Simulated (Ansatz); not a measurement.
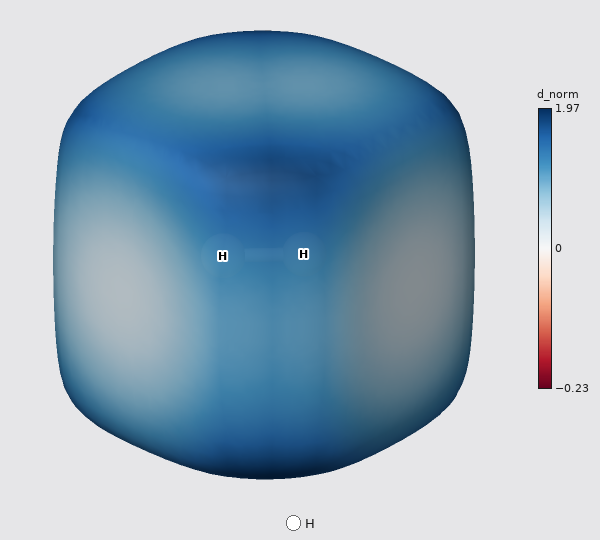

Hirshfeld surface computed for the H2 molecule in H (Cmmm), coloured by d_norm.

The surface is where the fragment's share of the procrystal density (the sum of the densities of spherically averaged neutral Hartree-Fock atoms) equals one half. d_i and d_e are the distances from the surface to the nearest nucleus inside and outside; d_norm adds both, each measured against its van der Waals radius (Alvarez: H 1.20 Å), so red marks contacts shorter than the sum of radii, white equal and blue longer. X–H bonds are as in the structure, not normalised.

The cell is taken from coordinates from a relaxation with Ansatz, DFT PBEsol, scalar-relativistic, plane waves, PAW.

Space group Cmmm (No. 65). a = 3.602 Å, b = 5.487 Å, c = 3.479 Å, α = 90.00°, β = 90.00°, γ = 90.00°
| atom | site | symmetry | x | y | z |
| --- | --- | --- | --- | --- | --- |
| H | 4i | m2m | 0.5000 | 0.9308 | 0.0000 |

Which contact with the surroundings is the closest relative to the atoms' sizes?

Answer. H···H at 2.68 Å, 112 % of the sum of the van der Waals radii.

How is the surface shared among contacts (both directions of a pair summed)?

Answer. H···H 100 %.

Give the size and shape of the surface.

Answer. It encloses about 31.1 Å³, has an area of about 51 Å² and a globularity of 0.93 (1 for a sphere).
